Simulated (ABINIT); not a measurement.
## Run report: KMgF3, geometry relaxation (part 3 of 3)

KMgF3 (5 atoms in the cell); Kohn-Sham DFT of a periodic cell, PBE, PseudoDojo NC SR PBE v0.4.1 standard, no spin polarisation (ABINIT 10.8.3); cutoff 1142.88 eV, 5×5×5 k-mesh, fermi-dirac of 0.05 eV. The structure derives from an entry of the Crystallography Open Database.

Geometry of the input (Å; fractional positions):
```
3.9859  0.0000  0.0000
0.0000  3.9859  0.0000
0.0000  0.0000  3.9859
K  0.5000  0.5000  0.5000
Mg 0.0000  0.0000  0.0000
F  0.0000  0.0000  0.5000
F  0.0000  0.5000  0.0000
F  0.5000  0.0000  0.0000
```

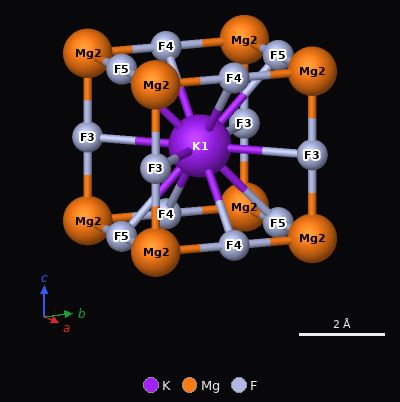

*The geometry at step 2 of the log (ball-and-stick view of the cell of the calculation, seen slightly off an axis; atoms are numbered from 1 in the order of the input).*

Output, continued
```
 Cartesian coordinates (xcart) [bohr]
  3.82802083221823E+00  3.82802083221823E+00  3.82802083221823E+00
  0.00000000000000E+00  0.00000000000000E+00  0.00000000000000E+00
  0.00000000000000E+00  0.00000000000000E+00  3.82802083221823E+00
  0.00000000000000E+00  3.82802083221823E+00  0.00000000000000E+00
  3.82802083221823E+00  0.00000000000000E+00  0.00000000000000E+00
 Reduced coordinates (xred)
  5.00000000000000E-01  5.00000000000000E-01  5.00000000000000E-01
  0.00000000000000E+00  0.00000000000000E+00  0.00000000000000E+00
  0.00000000000000E+00  0.00000000000000E+00  5.00000000000000E-01
  0.00000000000000E+00  5.00000000000000E-01  0.00000000000000E+00
  5.00000000000000E-01  0.00000000000000E+00  0.00000000000000E+00
 Cartesian forces (fcart) [Ha/bohr]; max,rms= 0.00000E+00 0.00000E+00 (free atoms)
 -0.00000000000000E+00 -0.00000000000000E+00 -0.00000000000000E+00
 -0.00000000000000E+00 -0.00000000000000E+00 -0.00000000000000E+00
 -0.00000000000000E+00 -0.00000000000000E+00 -0.00000000000000E+00
 -0.00000000000000E+00 -0.00000000000000E+00 -0.00000000000000E+00
 -0.00000000000000E+00 -0.00000000000000E+00 -0.00000000000000E+00
 Gradient of E wrt nuclear positions in reduced coordinates (gred)
  0.00000000000000E+00  0.00000000000000E+00  0.00000000000000E+00
  0.00000000000000E+00  0.00000000000000E+00  0.00000000000000E+00
  0.00000000000000E+00  0.00000000000000E+00  0.00000000000000E+00
  0.00000000000000E+00  0.00000000000000E+00  0.00000000000000E+00
  0.00000000000000E+00  0.00000000000000E+00  0.00000000000000E+00
 Scale of Primitive Cell (acell) [bohr]
  7.65604166443646E+00  7.65604166443646E+00  7.65604166443646E+00
 Real space primitive translations (rprimd) [bohr]
  7.65604166443646E+00  0.00000000000000E+00  0.00000000000000E+00
  0.00000000000000E+00  7.65604166443646E+00  0.00000000000000E+00
  0.00000000000000E+00  0.00000000000000E+00  7.65604166443646E+00
 Unitary Cell Volume (ucvol) [Bohr^3]=  4.48758682855704E+02
 Angles (23,13,12)= [degrees]
  9.00000000000000E+01  9.00000000000000E+01  9.00000000000000E+01
 Lengths [Bohr]
  7.65604166443646E+00  7.65604166443646E+00  7.65604166443646E+00
 Stress tensor in cartesian coordinates (strten) [Ha/bohr^3]
 -2.72444184610914E-07  0.00000000000000E+00  0.00000000000000E+00
  0.00000000000000E+00 -2.72444184607444E-07  0.00000000000000E+00
  0.00000000000000E+00  0.00000000000000E+00 -2.72444184608311E-07
 Total energy (etotal) [Ha]= -1.63763665159364E+02

 Difference of energy with previous step (new-old):
           Absolute (Ha)=-3.19187E-06
           Relative     =-1.94907E-08

--- Iteration: ( 5/50) Internal Cycle: (1/1)
--------------------------------------------------------------------------------

---SELF-CONSISTENT-FIELD CONVERGENCE--------------------------------------------

--- !BeginCycle
iteration_state: {dtset: 1, itime: 5, icycle: 1, }
solver: {iscf: 7, nstep: 80, nline: 4, wfoptalg: 0, }
tolerances: {tolvrs: 1.00E-12, }
...

     iter   Etot(hartree)      deltaE(h)  residm     vres2
 ETOT  1  -163.76366461123    -1.638E+02 4.570E-06 3.744E-03
 ETOT  2  -163.76366468087    -6.964E-08 4.996E-06 1.576E-03
 ETOT  3  -163.76366514433    -4.635E-07 5.025E-06 2.322E-04
 ETOT  4  -163.76366516598    -2.165E-08 5.434E-06 1.544E-05
 ETOT  5  -163.76366516664    -6.636E-10 4.177E-06 3.426E-07
 ETOT  6  -163.76366516670    -5.906E-11 5.693E-06 2.100E-08
 ETOT  7  -163.76366516668     1.970E-11 3.414E-06 1.801E-10
 ETOT  8  -163.76366516669    -1.185E-11 5.954E-06 5.296E-12
 ETOT  9  -163.76366516670    -1.364E-12 2.941E-06 8.473E-14

 At SCF step    9       vres2   =  8.47E-14 < tolvrs=  1.00E-12 =>converged.

 Cartesian components of stress tensor (hartree/bohr^3)
  sigma(1 1)= -7.51835191E-10  sigma(3 2)=  0.00000000E+00
  sigma(2 2)= -7.51835196E-10  sigma(3 1)=  0.00000000E+00
  sigma(3 3)= -7.51835193E-10  sigma(2 1)=  0.00000000E+00

--- !ResultsGS
iteration_state: {dtset: 1, itime: 5, icycle: 1, }
comment   : Summary of ground state results
lattice_vectors:
- [  7.6563488,   0.0000000,   0.0000000, ]
- [  0.0000000,   7.6563488,   0.0000000, ]
- [  0.0000000,   0.0000000,   7.6563488, ]
lattice_lengths: [   7.65635,    7.65635,    7.65635, ]
lattice_angles: [ 90.000,  90.000,  90.000, ] # degrees, (23, 13, 12)
lattice_volume:   4.4881269E+02
convergence: {deltae: -1.364E-12, res2:  8.473E-14, residm:  2.941E-06, diffor: null, }
etotal    :  -1.63763665E+02
entropy   :   0.00000000E+00
fermie    :   1.53179207E-01
cartesian_stress_tensor: # hartree/bohr^3
- [ -7.51835191E-10,   0.00000000E+00,   0.00000000E+00, ]
- [  0.00000000E+00,  -7.51835196E-10,   0.00000000E+00, ]
- [  0.00000000E+00,   0.00000000E+00,  -7.51835193E-10, ]
pressure_GPa:   2.2120E-05
xred      :
- [  5.0000E-01,   5.0000E-01,   5.0000E-01,  K]
- [  0.0000E+00,   0.0000E+00,   0.0000E+00, Mg]
- [  0.0000E+00,   0.0000E+00,   5.0000E-01,  F]
- [  0.0000E+00,   5.0000E-01,   0.0000E+00,  F]
- [  5.0000E-01,   0.0000E+00,   0.0000E+00,  F]
cartesian_forces: # hartree/bohr
- [ -0.00000000E+00,  -0.00000000E+00,  -0.00000000E+00, ]
- [ -0.00000000E+00,  -0.00000000E+00,  -0.00000000E+00, ]
- [ -0.00000000E+00,  -0.00000000E+00,  -0.00000000E+00, ]
- [ -0.00000000E+00,  -0.00000000E+00,  -0.00000000E+00, ]
- [ -0.00000000E+00,  -0.00000000E+00,  -0.00000000E+00, ]
force_length_stats: {min:   0.00000000E+00, max:   0.00000000E+00, mean:   0.00000000E+00, }
...

 Integrated electronic density in atomic spheres:
 ------------------------------------------------
 Atom  Sphere_radius  Integrated_density
    1        2.00000          6.94571213
    2        2.00000          8.33924648
    3        2.00000          7.08094786
    4        2.00000          7.08094786
    5        2.00000          7.08094786

---OUTPUT-----------------------------------------------------------------------

 Cartesian coordinates (xcart) [bohr]
  3.82817438261995E+00  3.82817438261995E+00  3.82817438261995E+00
  0.00000000000000E+00  0.00000000000000E+00  0.00000000000000E+00
  0.00000000000000E+00  0.00000000000000E+00  3.82817438261995E+00
  0.00000000000000E+00  3.82817438261995E+00  0.00000000000000E+00
  3.82817438261995E+00  0.00000000000000E+00  0.00000000000000E+00
 Reduced coordinates (xred)
  5.00000000000000E-01  5.00000000000000E-01  5.00000000000000E-01
  0.00000000000000E+00  0.00000000000000E+00  0.00000000000000E+00
  0.00000000000000E+00  0.00000000000000E+00  5.00000000000000E-01
  0.00000000000000E+00  5.00000000000000E-01  0.00000000000000E+00
  5.00000000000000E-01  0.00000000000000E+00  0.00000000000000E+00
 Cartesian forces (fcart) [Ha/bohr]; max,rms= 0.00000E+00 0.00000E+00 (free atoms)
 -0.00000000000000E+00 -0.00000000000000E+00 -0.00000000000000E+00
 -0.00000000000000E+00 -0.00000000000000E+00 -0.00000000000000E+00
 -0.00000000000000E+00 -0.00000000000000E+00 -0.00000000000000E+00
 -0.00000000000000E+00 -0.00000000000000E+00 -0.00000000000000E+00
 -0.00000000000000E+00 -0.00000000000000E+00 -0.00000000000000E+00
 Gradient of E wrt nuclear positions in reduced coordinates (gred)
  0.00000000000000E+00  0.00000000000000E+00  0.00000000000000E+00
  0.00000000000000E+00  0.00000000000000E+00  0.00000000000000E+00
  0.00000000000000E+00  0.00000000000000E+00  0.00000000000000E+00
  0.00000000000000E+00  0.00000000000000E+00  0.00000000000000E+00
  0.00000000000000E+00  0.00000000000000E+00  0.00000000000000E+00
 Scale of Primitive Cell (acell) [bohr]
  7.65634876523989E+00  7.65634876523989E+00  7.65634876523989E+00
 Real space primitive translations (rprimd) [bohr]
  7.65634876523989E+00  0.00000000000000E+00  0.00000000000000E+00
  0.00000000000000E+00  7.65634876523989E+00  0.00000000000000E+00
  0.00000000000000E+00  0.00000000000000E+00  7.65634876523989E+00
 Unitary Cell Volume (ucvol) [Bohr^3]=  4.48812687138674E+02
 Angles (23,13,12)= [degrees]
  9.00000000000000E+01  9.00000000000000E+01  9.00000000000000E+01
 Lengths [Bohr]
  7.65634876523989E+00  7.65634876523989E+00  7.65634876523989E+00
 Stress tensor in cartesian coordinates (strten) [Ha/bohr^3]
 -7.51835191326045E-10  0.00000000000000E+00  0.00000000000000E+00
  0.00000000000000E+00 -7.51835195662853E-10  0.00000000000000E+00
  0.00000000000000E+00  0.00000000000000E+00 -7.51835193060768E-10
 Total energy (etotal) [Ha]= -1.63763665166695E+02

 Difference of energy with previous step (new-old):
           Absolute (Ha)=-7.33095E-09
           Relative     =-4.47654E-11

 At Broyd/MD step   5, gradients are converged :
  max grad (force/stress) = 7.5184E-08 < tolmxf= 2.0000E-05 ha/bohr (free atoms)

================================================================================

 ----iterations are completed or convergence reached----

 Mean square residual over all n,k,spin=   36.611E-09; max=  29.406E-07
 reduced coordinates (array xred) for    5 atoms
       0.500000000000      0.500000000000      0.500000000000
       0.000000000000      0.000000000000      0.000000000000
       0.000000000000      0.000000000000      0.500000000000
       0.000000000000      0.500000000000      0.000000000000
       0.500000000000      0.000000000000      0.000000000000
 rms dE/dt=  0.0000E+00; max dE/dt=  0.0000E+00; dE/dt below (all hartree)
    1       0.000000000000      0.000000000000      0.000000000000
    2       0.000000000000      0.000000000000      0.000000000000
    3       0.000000000000      0.000000000000      0.000000000000
    4       0.000000000000      0.000000000000      0.000000000000
    5       0.000000000000      0.000000000000      0.000000000000

 cartesian coordinates (angstrom) at end:
    1      2.02578264127082     2.02578264127082     2.02578264127082
    2      0.00000000000000     0.00000000000000     0.00000000000000
    3      0.00000000000000     0.00000000000000     2.02578264127082
    4      0.00000000000000     2.02578264127082     0.00000000000000
    5      2.02578264127082     0.00000000000000     0.00000000000000

 cartesian forces (hartree/bohr) at end:
    1     -0.00000000000000    -0.00000000000000    -0.00000000000000
    2     -0.00000000000000    -0.00000000000000    -0.00000000000000
    3     -0.00000000000000    -0.00000000000000    -0.00000000000000
    4     -0.00000000000000    -0.00000000000000    -0.00000000000000
    5     -0.00000000000000    -0.00000000000000    -0.00000000000000
 frms,max,avg= 0.0000000E+00 0.0000000E+00   0.000E+00  0.000E+00  0.000E+00 h/b

 cartesian forces (eV/Angstrom) at end:
    1     -0.00000000000000    -0.00000000000000    -0.00000000000000
    2     -0.00000000000000    -0.00000000000000    -0.00000000000000
    3     -0.00000000000000    -0.00000000000000    -0.00000000000000
    4     -0.00000000000000    -0.00000000000000    -0.00000000000000
    5     -0.00000000000000    -0.00000000000000    -0.00000000000000
 frms,max,avg= 0.0000000E+00 0.0000000E+00   0.000E+00  0.000E+00  0.000E+00 e/A
 length scales=  7.656348765240  7.656348765240  7.656348765240 bohr
              =  4.051565282542  4.051565282542  4.051565282542 angstroms
 Fermi (or HOMO) energy (hartree) =   0.15318   Average Vxc (hartree)=  -0.35242
 Eigenvalues (hartree) for nkpt=  10  k points:
 kpt#   1, nband= 24, wtk=  0.00800, kpt=  0.0000  0.0000  0.0000 (reduced coord)
  -2.59470   -1.37355   -1.37355   -1.37355   -0.92831   -0.71470   -0.69304   -0.69304
  -0.32137   -0.32137   -0.32137   -0.06731   -0.06731   -0.06731   -0.00379   -0.00379
  -0.00379    0.00540    0.00540    0.00540    0.27419    0.38640    0.38640    0.46253
      occupation numbers for kpt#   1
   2.00000    2.00000    2.00000    2.00000    2.00000    2.00000    2.00000    2.00000
   2.00000    2.00000    2.00000    2.00000    2.00000    2.00000    2.00000    2.00000
   2.00000    2.00000    2.00000    2.00000    0.00000    0.00000    0.00000    0.00000
 prteigrs : prtvol=0 or 1, do not print more k-points.

--- !EnergyTerms
iteration_state     : {dtset: 1, itime: 5, icycle: 1, }
comment             : Components of total free energy in Hartree
kinetic             :  9.30902203603195E+01
hartree             :  5.02657053642802E+01
xc                  : -3.11411135352189E+01
Ewald energy        : -9.83972995057285E+01
psp_core            :  2.87708791087642E+00
local_psp           : -1.58755688041741E+02
non_local_psp       : -2.17025777194828E+01
internal            : -1.63763665166695E+02
'-kT*entropy'       :  3.13317702996345E-15
total_energy        : -1.63763665166695E+02
total_energy_eV     : -4.45623634590845E+03
band_energy         : -2.19131944756648E+01
...

 Cartesian components of stress tensor (hartree/bohr^3)
  sigma(1 1)= -7.51835191E-10  sigma(3 2)=  0.00000000E+00
  sigma(2 2)= -7.51835196E-10  sigma(3 1)=  0.00000000E+00
  sigma(3 3)= -7.51835193E-10  sigma(2 1)=  0.00000000E+00

-Cartesian components of stress tensor (GPa)         [Pressure=  2.2120E-05 GPa]
- sigma(1 1)= -2.21197550E-05  sigma(3 2)=  0.00000000E+00
- sigma(2 2)= -2.21197551E-05  sigma(3 1)=  0.00000000E+00
- sigma(3 3)= -2.21197551E-05  sigma(2 1)=  0.00000000E+00

== END DATASET(S) ==============================================================
================================================================================

 -outvars: echo values of variables after computation  --------
            acell      7.6563487652E+00  7.6563487652E+00  7.6563487652E+00 Bohr
           etotal     -1.6376366517E+02
            fcart     -0.0000000000E+00 -0.0000000000E+00 -0.0000000000E+00
                      -0.0000000000E+00 -0.0000000000E+00 -0.0000000000E+00
                      -0.0000000000E+00 -0.0000000000E+00 -0.0000000000E+00
                      -0.0000000000E+00 -0.0000000000E+00 -0.0000000000E+00
                      -0.0000000000E+00 -0.0000000000E+00 -0.0000000000E+00
           strten     -7.5183519133E-10 -7.5183519566E-10 -7.5183519306E-10
                       0.0000000000E+00  0.0000000000E+00  0.0000000000E+00
           xangst      2.0257826413E+00  2.0257826413E+00  2.0257826413E+00
                       0.0000000000E+00  0.0000000000E+00  0.0000000000E+00
                       0.0000000000E+00  0.0000000000E+00  2.0257826413E+00
                       0.0000000000E+00  2.0257826413E+00  0.0000000000E+00
                       2.0257826413E+00  0.0000000000E+00  0.0000000000E+00
             xred      5.0000000000E-01  5.0000000000E-01  5.0000000000E-01
                       0.0000000000E+00  0.0000000000E+00  0.0000000000E+00
                       0.0000000000E+00  0.0000000000E+00  5.0000000000E-01
                       0.0000000000E+00  5.0000000000E-01  0.0000000000E+00
                       5.0000000000E-01  0.0000000000E+00  0.0000000000E+00
 Calculation completed.
```

Trajectory as extended XYZ (Å, eV, eV/Å), 5 frames, from step=0 to step=4
```
5
Lattice="3.9859 0.0000 0.0000 0.0000 3.9859 0.0000 0.0000 0.0000 3.9859" Properties=species:S:1:pos:R:3:forces:R:3 step=0 energy=-4456.20198
K     1.9929    1.9929    1.9929    0.0000   0.0000   0.0000
Mg    0.0000    0.0000    0.0000    0.0000   0.0000   0.0000
F     0.0000    0.0000    1.9929    0.0000   0.0000   0.0000
F     0.0000    1.9929    0.0000    0.0000   0.0000   0.0000
F     1.9929    0.0000    0.0000    0.0000   0.0000   0.0000
5
Lattice="4.0006 0.0000 0.0000 0.0000 4.0006 0.0000 0.0000 0.0000 4.0006" Properties=species:S:1:pos:R:3:forces:R:3 step=1 energy=-4456.21591
K     2.0003    2.0003    2.0003    0.0000   0.0000   0.0000
Mg    0.0000    0.0000    0.0000    0.0000   0.0000   0.0000
F     0.0000    0.0000    2.0003    0.0000   0.0000   0.0000
F     0.0000    2.0003    0.0000    0.0000   0.0000   0.0000
F     2.0003    0.0000    0.0000    0.0000   0.0000   0.0000
5
Lattice="4.0482 0.0000 0.0000 0.0000 4.0482 0.0000 0.0000 0.0000 4.0482" Properties=species:S:1:pos:R:3:forces:R:3 step=2 energy=-4456.23626
K     2.0241    2.0241    2.0241    0.0000   0.0000   0.0000
Mg    0.0000    0.0000    0.0000    0.0000   0.0000   0.0000
F     0.0000    0.0000    2.0241    0.0000   0.0000   0.0000
F     0.0000    2.0241    0.0000    0.0000   0.0000   0.0000
F     2.0241    0.0000    0.0000    0.0000   0.0000   0.0000
5
Lattice="4.0514 0.0000 0.0000 0.0000 4.0514 0.0000 0.0000 0.0000 4.0514" Properties=species:S:1:pos:R:3:forces:R:3 step=3 energy=-4456.23635
K     2.0257    2.0257    2.0257    0.0000   0.0000   0.0000
Mg    0.0000    0.0000    0.0000    0.0000   0.0000   0.0000
F     0.0000    0.0000    2.0257    0.0000   0.0000   0.0000
F     0.0000    2.0257    0.0000    0.0000   0.0000   0.0000
F     2.0257    0.0000    0.0000    0.0000   0.0000   0.0000
5
Lattice="4.0516 0.0000 0.0000 0.0000 4.0516 0.0000 0.0000 0.0000 4.0516" Properties=species:S:1:pos:R:3:forces:R:3 step=4 energy=-4456.23635
K     2.0258    2.0258    2.0258    0.0000   0.0000   0.0000
Mg    0.0000    0.0000    0.0000    0.0000   0.0000   0.0000
F     0.0000    0.0000    2.0258    0.0000   0.0000   0.0000
F     0.0000    2.0258    0.0000    0.0000   0.0000   0.0000
F     2.0258    0.0000    0.0000    0.0000   0.0000   0.0000
```

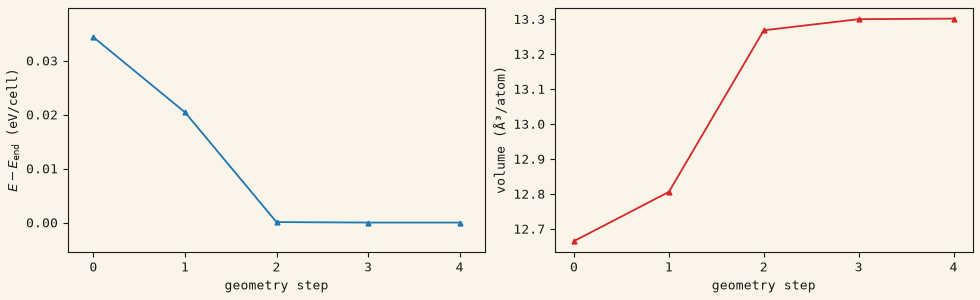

*Progress of the relaxation, step by step (steps are counted from 0).*

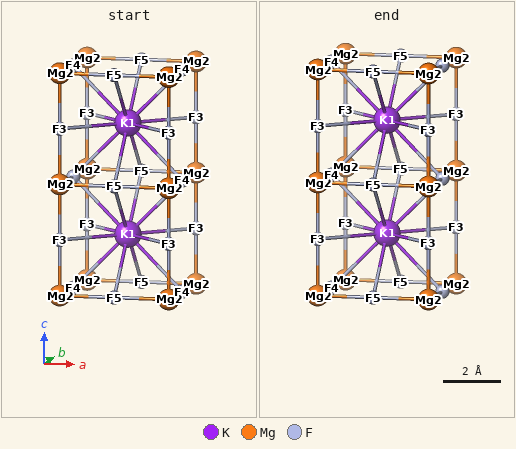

*Before (left) and after (right) the relaxation, at one scale (ball-and-stick view of the cell of the calculation, repeated 1 × 1 × 2, seen slightly off an axis).*

No atom moves by more than 0.005 Å relative to the cell. The drawn cell changes as follows: a = b = c 3.986 → 4.052 Å (+1.6 %); the volume changes by +5.0 %. Among the contacts that change: K1–F3 2.818 → 2.865 Å, Mg2–F3 1.993 → 2.026 Å. The space group stays Pm-3m (No. 221). The energy falls by 34.4 meV per cell of the calculation in 4 geometry steps. All forces vanish by symmetry, so only the cell relaxes. (Atoms are counted from 1 in the order of the input.)

Results in brief

| quantity | value |
| --- | --- |
| outcome | converged |
| space group (tolerance 0.01 Å) | Pm-3m (221) |
| electrons treated | 40 |
| free energy | −4456.2363 eV |
| Fermi energy | 4.168 eV |
| gap on the k-point mesh | 7.05 eV |
| pressure | 0.00 GPa |
| final volume | 66.51 Å³ |
| largest force (length of the vector) at the end | under 0.001 eV/Å |
| final cell | a = 4.052 Å, b = 4.052 Å, c = 4.052 Å, α = 90.00°, β = 90.00°, γ = 90.00° |
| wall time | 4.9 min |
| peak memory | 0.11 GiB |
